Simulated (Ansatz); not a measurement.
# CHF3 (SMILES FC(F)F) at 6 levels

Wanted: a comparison of 6 runs (HF/STO-3G, CAM-B3LYP/STO-3G, wB97X/STO-3G, CCSDT/STO-3G, CCSD/STO-3G, UCCSD(T)/STO-3G) of CHF3. 

The results are computed with Ansatz 0.2.0.

40 further runs of the same task are left out: 6 that didn't finish, 34 set aside as unsound or not needed.

## 1. The molecule

The species is CHF3 (5 atoms), meant as a singlet with charge 0. As SMILES, `FC(F)F`. The C2–F1 distance was set to 2.663 Å, away from the relaxed value. At this shape a bond of the SMILES string is far longer than usual.

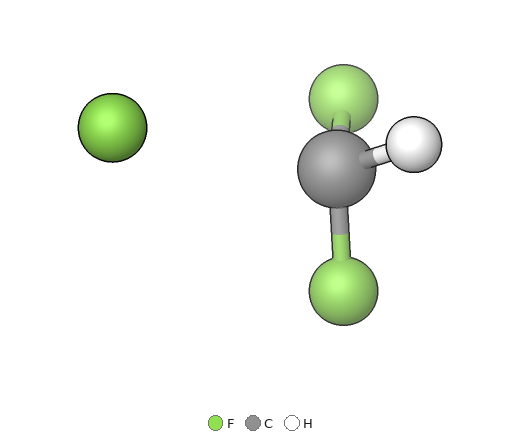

The structure, seen from a chosen angle (fluorine green, carbon grey, hydrogen white).

## 2. The energy at HF/STO-3G (run 1)

The input, in.yaml:

```yaml
crystal:
  periodic: [false, false, false]
  atoms:
    - {symbol: F, position_ang: [-1.356822, -0.715772, 2.151594]}
    - {symbol: C, position_ang: [0.019500, 0.056360, 0.006820]}
    - {symbol: F, position_ang: [1.047350, -0.773770, -0.157470]}
    - {symbol: F, position_ang: [-0.772570, -0.035090, -1.059420]}
    - {symbol: H, position_ang: [0.374370, 1.082210, 0.130870]}
basis:
  gaussian:
    orbitals: STO-3G
hamiltonian:
  xc: hf
accuracy: high
```

On the command line:

```
ansatz run in.yaml --threads 1 --pin off --max-ram 3480MiB --events-out events.jsonl --progress --plain --runs-dir runs
```

Output:

```text
Warning: RAYON_NUM_THREADS=1 ignored (pool sized by the plan → 1); use --threads N
Functional definition: HF
  name "HF"
  exchange = exact_x
  correlation = 0
363 factors; integrals over basis functions are off by at most 4.8e-8 eV
mean field evaluation 1: about -9016.8160 eV, gradient 3.6e1 eV
mean field evaluation 2: about -9016.9051 eV, gradient 3.6e1 eV
mean field evaluation 4: about -9025.2604 eV, gradient 1.5e1 eV
mean field evaluation 8: about -9027.6125 eV, gradient 2.0e-1 eV
mean field evaluation 16: about -9024.2865 eV, gradient 3.4e0 eV
mean field -9027.61279138 eV, -331.7586509476 hartree, gradient 1.3e-8 eV, S^2 0.000000; 0 other end points of the search recorded, 0 dependent functions left out
reference -9027.61279138 eV, -331.7586509476 hartree; 17, 17 occupied and 4, 4 virtual orbitals, 363 factors
Total energy: -9027.61279138 eV, -331.7586509476 hartree
```

Run time: 0.1 s. Hardware: 1 thread of Arm Neoverse V2, shared host.

## 3. A single-point energy at CAM-B3LYP/STO-3G (run 2)

The input, input.yaml:

```yaml
basis:
  gaussian:
    orbitals: STO-3G
crystal:
  periodic: [false, false, false]
  atoms:
    - {symbol: F, position_ang: [-1.356822, -0.715772, 2.151594]}
    - {symbol: C, position_ang: [0.019500, 0.056360, 0.006820]}
    - {symbol: F, position_ang: [1.047350, -0.773770, -0.157470]}
    - {symbol: F, position_ang: [-0.772570, -0.035090, -1.059420]}
    - {symbol: H, position_ang: [0.374370, 1.082210, 0.130870]}
hamiltonian:
  xc: {name: CAM-B3LYP}
accuracy: high
```

On the command line:

```
ansatz run input.yaml --threads 1 --pin off --max-ram 3480MiB --events-out events.jsonl --progress --plain --runs-dir runs
```

Output:

```text
Warning: RAYON_NUM_THREADS=1 ignored (pool sized by the plan → 1); use --threads N
Functional definition: CAM-B3LYP
  name "CAM-B3LYP"
  parameter alpha = 0.19
  parameter beta = 0.46
  parameter omega = 0.33/bohr
  parameter ac = 0.81
  exchange = (1 - alpha - beta)*b88_x + beta*b88_x_sr(omega) + alpha*exact_x + beta*exact_x_lr(omega)
  correlation = (1 - ac)*vwn5_c + ac*lyp_c
363 factors; integrals over basis functions are off by at most 4.8e-8 eV
171 factors; integrals over basis functions are off by at most 6.4e-10 eV
mean field evaluation 1: about -9050.7469 eV, gradient 2.9e1 eV
mean field evaluation 2: about -8654.0985 eV, gradient 7.4e1 eV
mean field evaluation 4: about -9053.3650 eV, gradient 1.8e1 eV
mean field evaluation 8: about -9053.3303 eV, gradient 1.8e1 eV
mean field evaluation 16: about -9061.8994 eV, gradient 1.3e-6 eV
mean field -9061.89943487 eV, -333.0186618553 hartree, gradient 1.2e-8 eV, S^2 0.000000; 0 other end points of the search recorded, 0 dependent functions left out
reference -9061.89944436 eV, -333.0186622042 hartree; 17, 17 occupied and 4, 4 virtual orbitals, 363 factors
Total energy: -9061.89944436 eV, -333.0186622042 hartree
```

It took 1.3 s on 1 thread of Arm Neoverse V2, shared host; peak memory 0.098 GiB.

## 4. The energy at wB97X/STO-3G (run 3)

The input, job.yaml:

```yaml
crystal:
  periodic: [false, false, false]
  atoms:
    - {symbol: F, position_ang: [-1.356822, -0.715772, 2.151594]}
    - {symbol: C, position_ang: [0.019500, 0.056360, 0.006820]}
    - {symbol: F, position_ang: [1.047350, -0.773770, -0.157470]}
    - {symbol: F, position_ang: [-0.772570, -0.035090, -1.059420]}
    - {symbol: H, position_ang: [0.374370, 1.082210, 0.130870]}
basis:
  gaussian:
    orbitals: STO-3G
hamiltonian:
  xc: {name: wB97X}
accuracy: high
```

On the command line:

```
ansatz run job.yaml --threads 1 --pin off --max-ram 3480MiB --events-out events.jsonl --progress --plain --runs-dir runs
```

Output (excerpt; [...] marks lines left out):

```text
Warning: RAYON_NUM_THREADS=1 ignored (pool sized by the plan → 1); use --threads N
Functional definition: wB97X
  name "wB97X"
[...]
      + exact_x_lr(omega)
[...]
      + integral(e_c_pw_opposite_spin*poly(b97_u_opposite, 1, cos1, cos2, cos3, cos4))
363 factors; integrals over basis functions are off by at most 4.8e-8 eV
152 factors; integrals over basis functions are off by at most 7.0e-10 eV
[...]
mean field -9064.53211160 eV, -333.1154109406 hartree, gradient 1.5e-8 eV, S^2 0.000000; 0 other end points of the search recorded, 0 dependent functions left out
reference -9064.53211066 eV, -333.1154109061 hartree; 17, 17 occupied and 4, 4 virtual orbitals, 363 factors
Total energy: -9064.53211066 eV, -333.1154109061 hartree
```

Wall time 4.5 s (1 thread of Arm Neoverse V2, shared host); peak memory 0.24 GiB.

Runs 4 to 5 aren't shown in full; the table further down has their settings and results.

## 5. A single-point energy at UCCSD(T)/STO-3G (run 6)

Changes to input.yaml since step 3:

```diff
@@ -1,4 +1,3 @@
 basis:
-  gaussian:
-    orbitals: STO-3G
+  gaussian: {orbitals: STO-3G}
 crystal:
@@ -11,4 +10,5 @@
     - {symbol: H, position_ang: [0.374370, 1.082210, 0.130870]}
-hamiltonian:
-  xc: {name: CAM-B3LYP}
+scf: {omitted_lower_state_checks: [cluster_reference, increment]}
+magnetization: {spin_polarized: true, initial_magnetization: 0}
+correlation: {method: ccsd_t, frozen_orbitals: {C: 1, F: 1, H: 0}}
 accuracy: high
```

On the command line:

```
ansatz run input.yaml --threads 1 --pin off --max-ram 3480MiB --events-out events.jsonl --progress --plain --runs-dir runs
```

Output:

```text
Warning: RAYON_NUM_THREADS=1 ignored (pool sized by the plan → 1); use --threads N
[... 17 lines left out ...]
4 core orbitals not correlated: weight in the atoms' cores, before any rotation towards them, 1.000 or more for the frozen orbitals, at most 0.000 for the correlated occupied ones
[... 86 lines left out ...]
Total energy: -9036.51744168 eV, -332.0858908102 hartree
Checks for a lower state left out: cluster_reference, increment
```

It took 1.2 s on 1 thread of Arm Neoverse V2, shared host.

## 6. The series

| run | level | frozen core orbitals | energy (Eh) | wall time |
| --- | --- | --- | --- | --- |
| 1 | HF/STO-3G | – | -331.758651 | 0.1 s |
| 2 | CAM-B3LYP/STO-3G | – | -333.018662 | 1.3 s |
| 3 | wB97X/STO-3G | – | -333.115411 | 4.5 s |
| 4 | CCSDT/STO-3G | 4 | -332.088287 | 0.76 s |
| 5 | CCSD/STO-3G | 4 | -332.072319 | 0.24 s |
| 6 | UCCSD(T)/STO-3G | 4 | -332.085891 | 1.2 s |

## 7. Summary of results

| quantity | value |
| --- | --- |
| run 6: total energy | -332.08589 Eh |
| run 6: correlation energy (4 core orbitals frozen) | -99.9 mEh |
| run 6: (T) correction | -3.55 mEh |
| run 6: ⟨S²⟩ of the reference determinant | 0.993 |
| run 6: T1 diagnostic | 0.013 |

**Reading.** Below the HF energy at the same shape and in the same basis (STO-3G): CCSDT -329.6 mEh; CCSD -313.7 mEh; UCCSD(T) -327.2 mEh. Some of these start from another determinant than that one, so these aren't their correlation energies. Totals of different functionals can't be ranked against each other. In runs 4, 5 the log says that unrestricted orbitals would lower the reference, so the values rest on an unstable closed-shell determinant (other closed-shell runs at this shape may share the fault). In runs 1, 2, 3, 4, 5, 6 the basis is minimal, so the values are rough. In runs 1, 2, 3, 5 a closed-shell determinant meets a far-stretched bond, which it describes badly. Spin contamination of the reference: run 6 ⟨S²⟩ = 0.99. Where it is this large, the reference is a mixture of spin states, and values that rest on it are in doubt. All runs together took 8.2 s, the longest 4.5 s.
